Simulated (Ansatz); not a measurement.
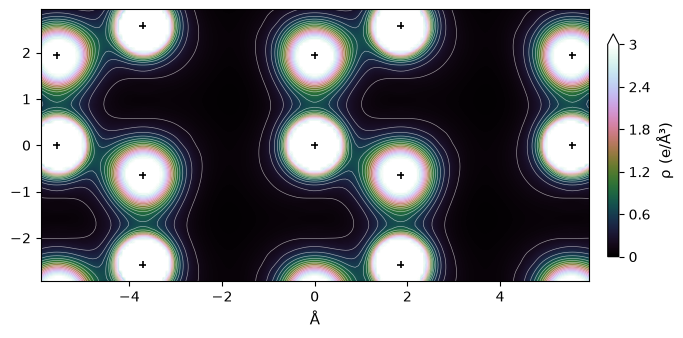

The valence electron density on a plane through atoms (crosses mark nuclei in the plane).

The calculation used Ansatz, DFT r2SCAN, scalar-relativistic, plane waves, PAW.

Candidates:
A. Cu, a = 2.53 Å, b = 2.53 Å, c = 3.78 Å, α = 90.00°, β = 90.00°, γ = 120.00°. Space group P6₃/mmc; a structure from a database of computed crystals, not necessarily the ambient phase; changed on purpose from its base cell (strain +0.000 along x and y, -0.080 along z, atoms carried along); computed pressure about 19 GPa in this cell; computed without spin polarisation.
B. Al2Cu, a = 5.73 Å, b = 5.73 Å, c = 5.73 Å, α = 90.00°, β = 90.00°, γ = 90.00°. Space group Fm-3m; a structure from a database of computed crystals, not necessarily the ambient phase; computed without spin polarisation.
C. GaN, a = 3.18 Å, b = 5.56 Å, c = 5.17 Å, α = 90.00°, β = 90.00°, γ = 90.00°. Space group Cmc2₁; changed on purpose from its base cell (strain +0.0100 x Voigt [0, 1, 0, 0, 0, 0], atoms carried along).

### Which system is this?

Candidate C: GaN on the (100) plane of the conventional cell, which holds Ga and N. Ga–N (1.94 Å): ρ at the midpoint is about 0.78 e/Å³.
